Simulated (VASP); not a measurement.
# Run report: GaN, geometry relaxation (part 1 of 2)

GaN (F-43m, 2 atoms in the cell), computed with Kohn-Sham DFT of a periodic cell, PBE, VASP PAW PBE potentials, recommended, no spin polarisation (VASP 6.6.1).

The structure derives from a Materials Project entry.

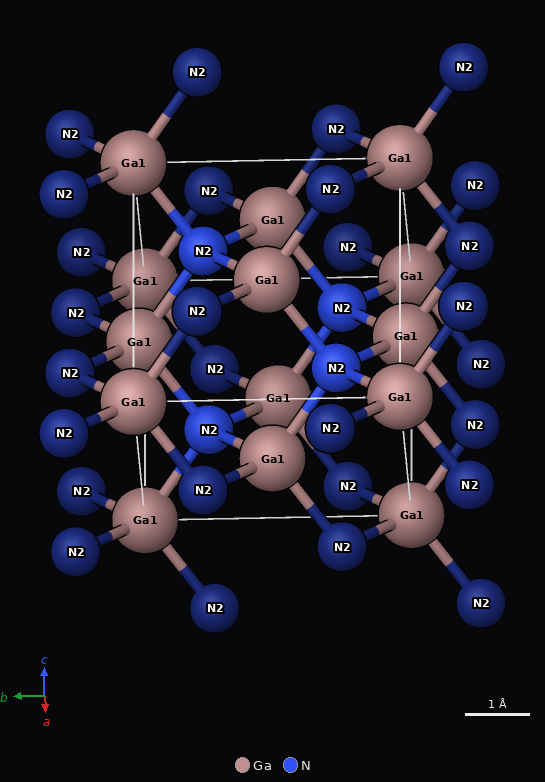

Figure 1. The structure as given in the input (ball-and-stick view of the cell 4 times as large as that of the calculation, set on its symmetry axes, seen at an oblique angle; neighbours outside the cell are drawn fainter; atoms are numbered from 1 in the order of the input). Near neighbours in the crystal (not all of them lie inside the picture): Ga has 4 N at 1.81 Å; N has 4 Ga at 1.81 Å.

Summary

- outcome: converged
- space group (tolerance 0.01 Å): F-43m (216)
- electrons treated: 18
- free energy: −11.3154 eV
- Fermi energy: 9.914 eV
- gap on the k-point mesh: 3.00 eV
- pressure: 0.00 GPa
- final volume: 16.69 Å³
- largest force (length of the vector) at the end: under 0.001 eV/Å
- final cell: a = 2.869 Å, b = 2.869 Å, c = 2.869 Å, α = 60.00°, β = 60.00°, γ = 60.00°
- hardware: 1 thread of Intel Xeon (Granite Rapids), 64 GiB of memory available, shared host
- wall time: 9.6 s
- peak memory: 0.11 GiB

Notes

The volume changed by more than 5 % on the plane waves of the start, so the result carries a basis error; a second relaxation from the end is advised.

INCAR
```
PREC = Accurate ; ENCUT = 200
EDIFF = 1E-7 ; ISMEAR = 0
SIGMA = 0.02 ; LREAL = False
LASPH = True ; NELM = 100
ALGO = Normal ; ISIF = 3
LWAVE = False ; LCHARG = False
GGA = PE ; IBRION = 2
NSW = 80 ; EDIFFG = -0.002
```

KPOINTS
```
regular mesh
0
Gamma
  12 12 12
```

POSCAR
```
GaN                                     
1.0
    0.0000000000      2.0909561350      2.0909561350
    2.0909561350     -0.0000000000      2.0909561350
    2.0909561350      2.0909561350     -0.0000000000
  Ga              N             
     1     1
Direct
     0.0000000000000000    0.0000000000000000    1.0000000000000000
     0.7500000000000000    0.7500000000000000    0.7500000000000000
```

Launch command:
```bash
cat potpaw_PBE.64/Ga_d/POTCAR potpaw_PBE.64/N/POTCAR > POTCAR
mpirun -np 1 vasp_std > vasp.out
```

OSZICAR
```
N       E                     dE             d eps       ncg     rms          rms(c)
DAV:   1     0.444522724023E+02    0.44452E+02   -0.62289E+03  1926   0.138E+03
DAV:   2    -0.103181367792E+02   -0.54770E+02   -0.53144E+02  2157   0.217E+02
DAV:   3    -0.120504125538E+02   -0.17323E+01   -0.17297E+01  2042   0.404E+01
DAV:   4    -0.120600283117E+02   -0.96158E-02   -0.96150E-02  2201   0.305E+00
DAV:   5    -0.120601224008E+02   -0.94089E-04   -0.94079E-04  2022   0.273E-01    0.774E+00
DAV:   6    -0.109952795825E+02    0.10648E+01   -0.18965E+00  2656   0.365E+01    0.459E+00
DAV:   7    -0.109397529735E+02    0.55527E-01   -0.24792E-01  2010   0.642E+00    0.235E+00
DAV:   8    -0.109249789805E+02    0.14774E-01   -0.31392E-02  1997   0.265E+00    0.160E-01
DAV:   9    -0.109245431416E+02    0.43584E-03   -0.26352E-03  2535   0.162E+00    0.489E-02
DAV:  10    -0.109245683742E+02   -0.25233E-04   -0.22744E-04  1987   0.150E-01    0.300E-02
DAV:  11    -0.109245888884E+02   -0.20514E-04   -0.39625E-05  1988   0.106E-01    0.153E-02
DAV:  12    -0.109245844351E+02    0.44533E-05   -0.14947E-05  2119   0.613E-02    0.411E-03
DAV:  13    -0.109245844284E+02    0.67039E-08   -0.77167E-07  2147   0.741E-03
   1 F= -.10924584E+02 E0= -.10924584E+02  d E =-.109246E+02
       N       E                     dE             d eps       ncg     rms          rms(c)
DAV:   1    -0.812474939928E+02   -0.70323E+02   -0.51515E+02  1952   0.587E+02    0.719E+01
DAV:   2    -0.113577967880E+02    0.69890E+02   -0.26999E+02  1912   0.752E+02    0.223E+01
DAV:   3     0.298819889233E+01    0.14346E+02   -0.30169E+01  2260   0.197E+02    0.132E+01
DAV:   4     0.677601987234E+01    0.37878E+01   -0.50348E+00  2488   0.416E+01    0.595E+00
DAV:   5     0.722134184646E+01    0.44532E+00   -0.61577E-01  2550   0.616E+01    0.202E+00
DAV:   6     0.726375605795E+01    0.42414E-01   -0.10283E-01  2267   0.447E+00    0.433E-01
DAV:   7     0.726237058392E+01   -0.13855E-02   -0.60424E-03  2323   0.207E+00    0.208E-01
DAV:   8     0.726354982117E+01    0.11792E-02   -0.30943E-03  2388   0.371E+00    0.209E-02
DAV:   9     0.726352229740E+01   -0.27524E-04   -0.38673E-04  1877   0.287E-01    0.333E-02
DAV:  10     0.726352581516E+01    0.35178E-05   -0.10104E-05  2955   0.127E-01    0.129E-02
DAV:  11     0.726352658100E+01    0.76584E-06   -0.28950E-06  2655   0.117E-01    0.257E-03
DAV:  12     0.726352646098E+01   -0.12002E-06   -0.10321E-06  2566   0.188E-02    0.272E-03
DAV:  13     0.726352645120E+01   -0.97798E-08   -0.24395E-08  1001   0.310E-03
   2 F= 0.72635265E+01 E0= 0.72635265E+01  d E =0.181881E+02
       N       E                     dE             d eps       ncg     rms          rms(c)
DAV:   1    -0.565122148908E+02   -0.63776E+02   -0.10231E+03  2172   0.124E+03    0.360E+01
DAV:   2    -0.254563233389E+02    0.31056E+02   -0.48775E+01  2097   0.110E+02    0.197E+01
DAV:   3    -0.119873390682E+02    0.13469E+02   -0.18097E+01  2192   0.110E+02    0.187E+00
DAV:   4    -0.115603573644E+02    0.42698E+00   -0.14399E+00  1941   0.226E+01    0.122E+00
DAV:   5    -0.113105804609E+02    0.24978E+00   -0.17429E-01  2209   0.606E+00    0.321E-01
DAV:   6    -0.113006298280E+02    0.99506E-02   -0.21092E-02  2172   0.438E+00    0.877E-02
DAV:   7    -0.113006914047E+02   -0.61577E-04   -0.21792E-03  2179   0.101E+00    0.383E-02
DAV:   8    -0.113007376611E+02   -0.46256E-04   -0.30614E-04  2104   0.432E-01    0.303E-02
DAV:   9    -0.113007215247E+02    0.16136E-04   -0.50432E-05  2197   0.216E-01    0.673E-03
DAV:  10    -0.113007223656E+02   -0.84083E-06   -0.30056E-06  2159   0.185E-02    0.267E-03
DAV:  11    -0.113007221733E+02    0.19228E-06   -0.15066E-07  1570   0.115E-02    0.588E-04
DAV:  12    -0.113007221799E+02   -0.66061E-08   -0.40280E-08  1006   0.445E-03
   3 F= -.11300722E+02 E0= -.11300722E+02  d E =-.376138E+00
       N       E                     dE             d eps       ncg     rms          rms(c)
DAV:   1    -0.113393050393E+02   -0.38583E-01   -0.29769E-01  2097   0.159E+01    0.935E-01
DAV:   2    -0.113207816936E+02    0.18523E-01   -0.23091E-02  2262   0.588E+00    0.451E-01
DAV:   3    -0.113150906997E+02    0.56910E-02   -0.45884E-03  2167   0.271E+00    0.864E-02
DAV:   4    -0.113147525179E+02    0.33818E-03   -0.68117E-04  1877   0.317E-01    0.403E-02
DAV:   5    -0.113146312443E+02    0.12127E-03   -0.69183E-05  2247   0.126E-01    0.276E-03
DAV:   6    -0.113146311451E+02    0.99282E-07   -0.22180E-06  2000   0.218E-02    0.164E-03
DAV:   7    -0.113146312813E+02   -0.13625E-06   -0.16377E-07  1488   0.731E-03    0.566E-04
DAV:   8    -0.113146312821E+02   -0.81764E-09   -0.32002E-08   946   0.502E-03
   4 F= -.11314631E+02 E0= -.11314631E+02  d E =-.390047E+00
       N       E                     dE             d eps       ncg     rms          rms(c)
DAV:   1    -0.113175895873E+02   -0.29583E-02   -0.26429E-02  2097   0.481E+00    0.278E-01
DAV:   2    -0.113159523932E+02    0.16372E-02   -0.20215E-03  2262   0.174E+00    0.134E-01
DAV:   3    -0.113154498014E+02    0.50259E-03   -0.41782E-04  2152   0.826E-01    0.251E-02
DAV:   4    -0.113154213951E+02    0.28406E-04   -0.60587E-05  1882   0.976E-02    0.119E-02
DAV:   5    -0.113154116552E+02    0.97399E-05   -0.60089E-06  2257   0.373E-02    0.881E-04
DAV:   6    -0.113154116991E+02   -0.43901E-07   -0.21096E-07  1797   0.751E-03
   5 F= -.11315412E+02 E0= -.11315412E+02  d E =-.390827E+00
```

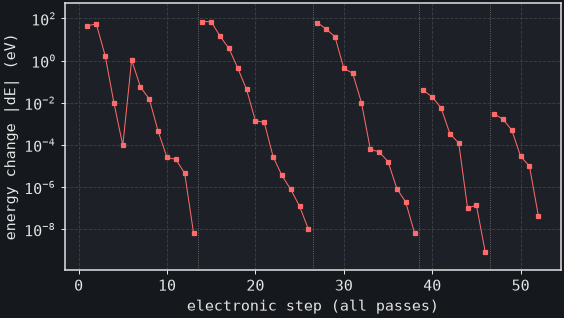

Figure 2. Convergence of the self-consistent field: energy change |dE| against the electronic step. Each stretch between dotted lines is the SCF of one geometry step of a relaxation. The 5 ionic steps take 6 to 13 electronic steps each. The density is held fixed in the first few steps, and dE rises again when its update begins.

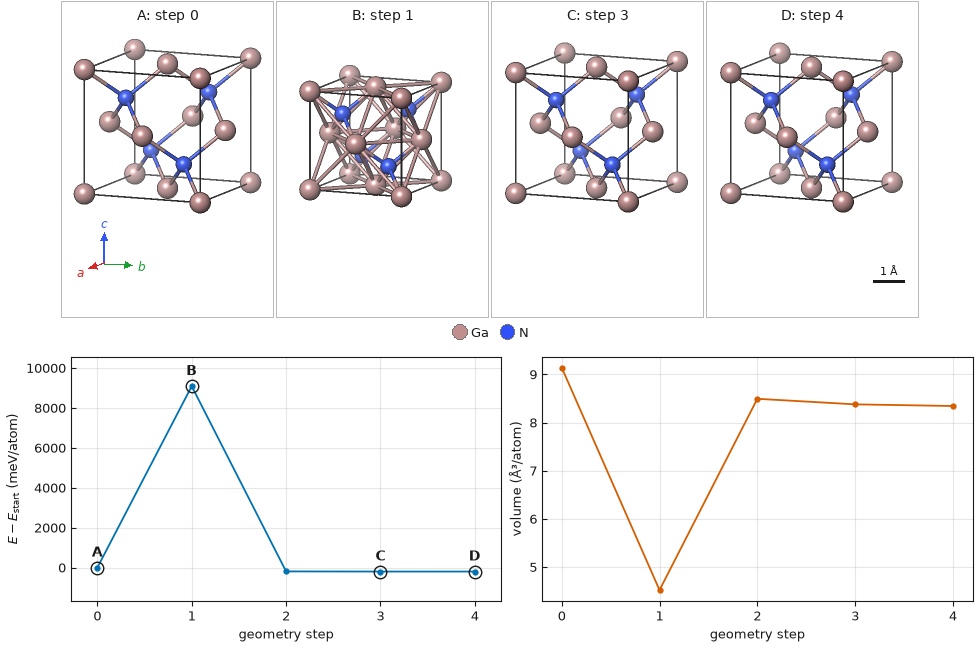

Figure 3. Frames of the relaxation (ball-and-stick view of the cell 4 times as large as that of the calculation, set on its symmetry axes, seen slightly off an axis) above the curves, on which the letters mark them (steps are counted from 0).

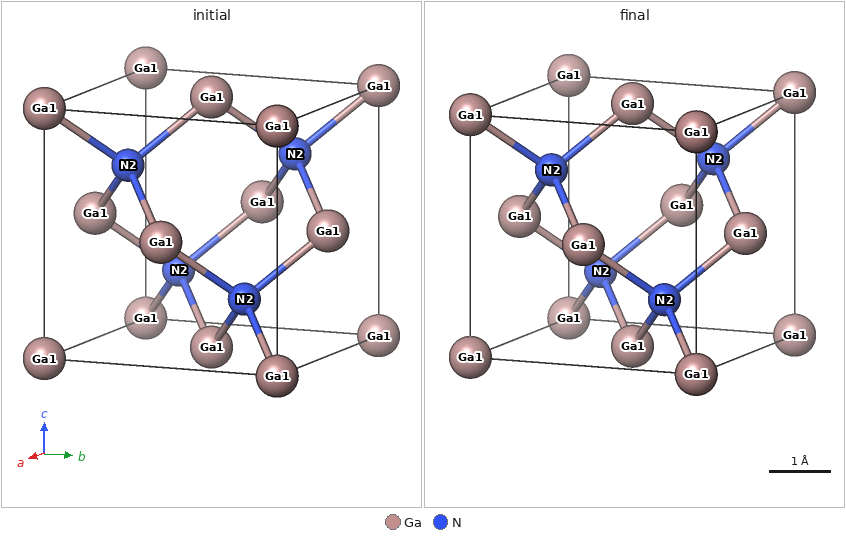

Figure 4. Before (left) and after (right) the relaxation, at one scale (ball-and-stick view of the cell 4 times as large as that of the calculation, set on its symmetry axes, seen slightly off an axis). The atoms keep their places relative to the cell (all moves are under 0.005 Å). The drawn cell changes as follows: a = b = c 4.182 → 4.057 Å (−3.0 %); the volume changes by −8.7 %. Among the contacts that change: Ga1–N2 1.811 → 1.757 Å. The space group stays F-43m (No. 216). After 4 geometry steps the energy has fallen by 195 meV per atom. All forces vanish by symmetry, so only the cell relaxes. (Atoms are counted from 1 in the order of the input.)

Parts of OUTCAR
```
PREC = Accurate
   ENCUT = 200
   EDIFF = 1E-7
   ISMEAR = 0
   LREAL = False
   LASPH = True
   NELM = 100
   ISIF = 3
   GGA = PE
   IBRION = 2
   NSW = 80
   EDIFFG = -0.002

 ion  position               nearest neighbor table
   1  0.000  0.000  0.000-   2 1.81   2 1.81   2 1.81   2 1.81
   2  0.750  0.750  0.750-   1 1.81   1 1.81   1 1.81   1 1.81

  LATTYP: Found a face centered cubic cell.
 ALAT       =     4.1819122700

  Lattice vectors:

 A1 = (   0.0000000000,   2.0909561350,   2.0909561350)
 A2 = (   2.0909561350,   0.0000000000,   2.0909561350)
 A3 = (   2.0909561350,   2.0909561350,   0.0000000000)

Analysis of symmetry for initial positions (statically):
=====================================================================
 Subroutine PRICEL returns:
 Original cell was already a primitive cell.

 Routine SETGRP: Setting up the symmetry group for a
 face centered cubic supercell.

 Subroutine GETGRP returns: Found 24 space group operations
 (whereof 24 operations were pure point group operations)
 out of a pool of 48 trial point group operations.

The static configuration has the point symmetry T_d .

Analysis of symmetry for dynamics (positions and initial velocities):
=====================================================================
 Subroutine PRICEL returns:
 Original cell was already a primitive cell.

 Routine SETGRP: Setting up the symmetry group for a
 face centered cubic supercell.

 Subroutine GETGRP returns: Found 24 space group operations
 (whereof 24 operations were pure point group operations)
 out of a pool of 48 trial point group operations.

The dynamic configuration has the point symmetry T_d .

 Subroutine INISYM returns: Found 24 space group operations
 (whereof 24 operations are pure point group operations),
 and found     1 'primitive' translations

----------------------------------------------------------------------------------------

                                     Primitive cell

  volume of cell :      18.2837

  direct lattice vectors                    reciprocal lattice vectors
     0.000000000  2.090956135  2.090956135    -0.239125055  0.239125055  0.239125055
     2.090956135  0.000000000  2.090956135     0.239125055 -0.239125055  0.239125055
     2.090956135  2.090956135  0.000000000     0.239125055  0.239125055 -0.239125055

  length of vectors
     2.957058524  2.957058524  2.957058524     0.414176744  0.414176744  0.414176744

  position of ions in fractional coordinates (direct lattice)
     0.000000000  0.000000000  0.000000000
     0.750000000  0.750000000  0.750000000

  ion indices of the primitive-cell ions
   primitive index   ion index
                 1           1
                 2           2

----------------------------------------------------------------------------------------

 KPOINTS: regular mesh

Automatic generation of k-mesh.
 Grid dimensions read from file:
 generate k-points for:   12   12   12

 Generating k-lattice:

  Cartesian coordinates                     Fractional coordinates (reciprocal lattice)
    -0.019927088  0.019927088  0.019927088     0.083333333  0.000000000  0.000000000
     0.019927088 -0.019927088  0.019927088     0.000000000  0.083333333  0.000000000
     0.019927088  0.019927088 -0.019927088     0.000000000  0.000000000  0.083333333

  Length of vectors
     0.034514729  0.034514729  0.034514729

  Shift w.r.t. Gamma in fractional coordinates (k-lattice)
     0.000000000  0.000000000  0.000000000

 Subroutine IBZKPT returns following result:
 ===========================================

 Found     72 irreducible k-points:

 Following reciprocal coordinates:
            Coordinates               Weight
  0.000000  0.000000  0.000000      1.000000
  0.083333  0.000000  0.000000      8.000000
  0.166667  0.000000  0.000000      8.000000
  0.250000  0.000000  0.000000      8.000000
  0.333333  0.000000  0.000000      8.000000
  0.416667  0.000000  0.000000      8.000000
  0.500000  0.000000  0.000000      4.000000
  0.083333  0.083333  0.000000      6.000000
  0.166667  0.083333  0.000000     24.000000
  0.250000  0.083333  0.000000     24.000000
  0.333333  0.083333  0.000000     24.000000
  0.416667  0.083333  0.000000     24.000000
  0.500000  0.083333  0.000000     24.000000
 -0.416667  0.083333  0.000000     24.000000
 -0.333333  0.083333  0.000000     24.000000
 -0.250000  0.083333  0.000000     24.000000
 -0.166667  0.083333  0.000000     24.000000
 -0.083333  0.083333  0.000000     12.000000
  0.166667  0.166667  0.000000      6.000000
  0.250000  0.166667  0.000000     24.000000
  0.333333  0.166667  0.000000     24.000000
  0.416667  0.166667  0.000000     24.000000
  0.500000  0.166667  0.000000     24.000000
 -0.416667  0.166667  0.000000     24.000000
 [... further k-points ...]
   k-points           NKPTS =     72   k-points in BZ     NKDIM =     72   number of bands    NBANDS=     13
   number of dos      NEDOS =    301   number of ions     NIONS =      2
   total plane-waves  NPLWV =   2744
   dimension x,y,z NGX =    14 NGY =   14 NGZ =   14
   dimension x,y,z NGXF=    28 NGYF=   28 NGZF=   28
   ions per type =               1   1
   NGX,Y,Z   is equivalent  to a cutoff of   7.87,  7.87,  7.87 a.u.
   NGXF,Y,Z  is equivalent  to a cutoff of  15.74, 15.74, 15.74 a.u.
 SYSTEM =  unknown system
   PREC   = accura    normal or accurate (medium, high low for compatibility)
   ISTART =      0    job   : 0-new  1-cont  2-samecut
   ICHARG =      2    charge: 1-file 2-atom 10-const
   ISPIN  =      1    spin polarized calculation?
   LNONCOLLINEAR =      F non collinear calculations
   LSORBIT =      F    spin-orbit coupling
   LASPH  =      T    aspherical Exc in radial PAW
   ENCUT  =  200.0 eV  14.70 Ry    3.83 a.u.   3.41  3.41  3.41*2*pi/ulx,y,z
   NELM   =    100;   NELMIN=  2; NELMDL= -5     # of ELM steps
   EDIFF  = 0.1E-06   stopping-criterion for ELM
   LREAL  =      F    real-space projection
   EDIFFG = -.2E-02   stopping-criterion for IOM
   NSW    =     80    number of steps for IOM
   IBRION =      2    ionic relax: 0-MD 1-quasi-New 2-CG
   NFREE  =      1    steps in history (QN), initial steepest desc. (CG)
   ISIF   =      3    stress and relaxation
   ISYM   =      2    0-nonsym 1-usesym 2-fastsym
   POTIM  = 0.5000    time-step for ionic-motion
   TEBEG  =    0.0;   TEEND  =   0.0 temperature during run
   PSTRESS=    0.0 pullay stress
   NELECT =      18.0000    total number of electrons
   NUPDOWN=      -1.0000    fix difference up-down
   EMIN   =  10.00;   EMAX   =-10.00  energy-range for DOS
   EFERMI =   0.00;   METHOD = LEGACY
   ISMEAR =     0;   SIGMA  =   0.02  broadening in eV -4-tet -1-fermi 0-gaus
   EFERMI_NEDOS =   21; number of points for ismear=-14 and -15
   IALGO  =     38    algorithm
   IMIX   =      4    mixing-type and parameters
     AMIX     =   0.40;   BMIX     =  1.00
     AMIX_MAG =   1.60;   BMIX_MAG =  1.00
  volume/ion in A,a.u.               =       9.14        61.69
  Fermi-wavevector in a.u.,A,eV,Ry     =   1.628586  3.077582 36.086636  2.652293
  Thomas-Fermi vector in A             =   2.721193
   LORBIT       =      0    0 simple, 1 ext, 2 COOP (PROOUT), +10 PAW based schemes
   GGA     = PE    functional components
   LHFCALC =     F    Hartree Fock is set to
   AEXX    =    0.0000 exact exchange contribution
   IVDW    =     0    specifies the selected vdW correction
   LEPSILON=     F    determine dielectric tensor
   LRPA    =     F    only Hartree local field effects (RPA)
 conjugate gradient relaxation of ions
 non-spin polarized calculation
 Gauss-broadening in eV      SIGMA  =   0.02
  energy-cutoff  :      200.00
  volume of cell :       18.28
 maximum number of plane-waves:       127
 NGX is ok and might be reduce to    14
   NGX =  7   NGY =  7   NGZ =  7

--------------------------------------- Ionic step        1  -------------------------------------------

 number of electron      17.9999934 magnetization

 Free energy of the ion-electron system (eV)
  ---------------------------------------------------
  ext. energy  EPLUGINS =         0.00000000
  ---------------------------------------------------
  free energy    TOTEN  =       -10.92458443 eV

  energy without entropy =      -10.92458443  energy(sigma->0) =      -10.92458443

------------------------ aborting loop because EDIFF is reached ----------------------------------------
```
